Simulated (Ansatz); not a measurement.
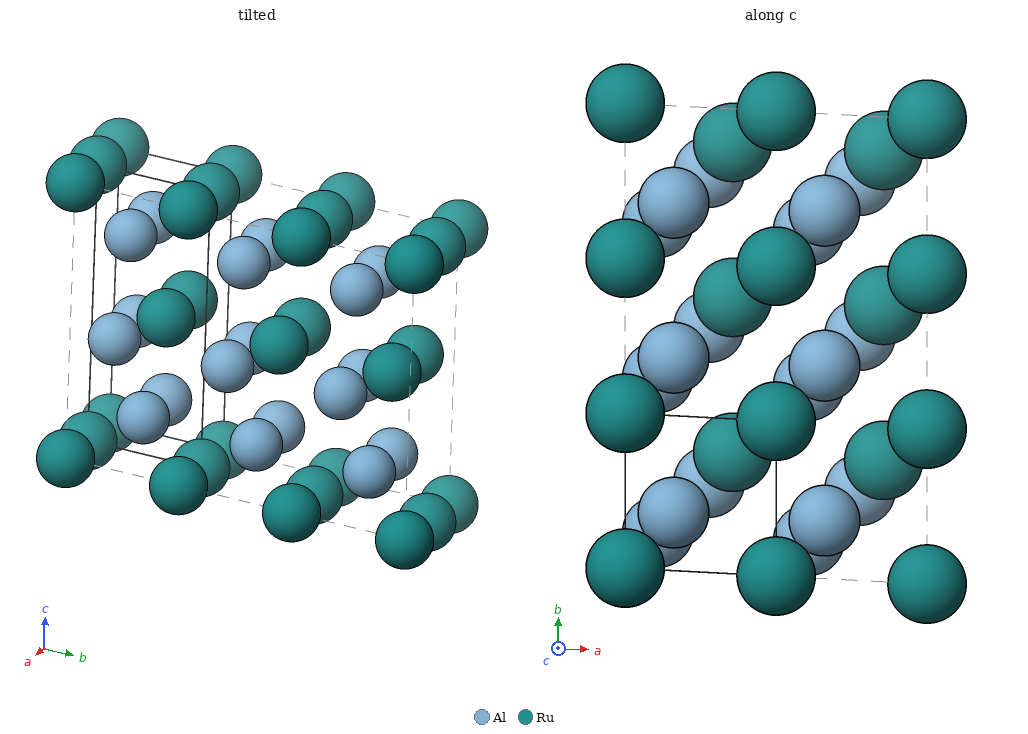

The structure above is drawn in spheres-only style and viewed slightly off an axis and along the c axis. 2×3×1 cells are drawn; the solid outline is the unit cell. Cell: a = 3.034 Å, b = 3.122 Å, c = 7.338 Å, α = 101.55°, β = 100.44°, γ = 90.84°.

Caption:

- The material is Al3Ru2.
- All rotations and mirrors are lost; the group is P1.
- The cell comprises 1 formula unit: 3 Al, 2 Ru.

Origin of the cell: a structure listed in the Materials Project. The cell was then strained or its atoms displaced on purpose. Ansatz was used for an electronic-structure calculation on it.

At this level of theory the run's own cell isn't at rest (compressed, at 7 GPa and forces up to 3.3 eV/Å), so its distances can differ from those at equilibrium, the more so the softer the solid.
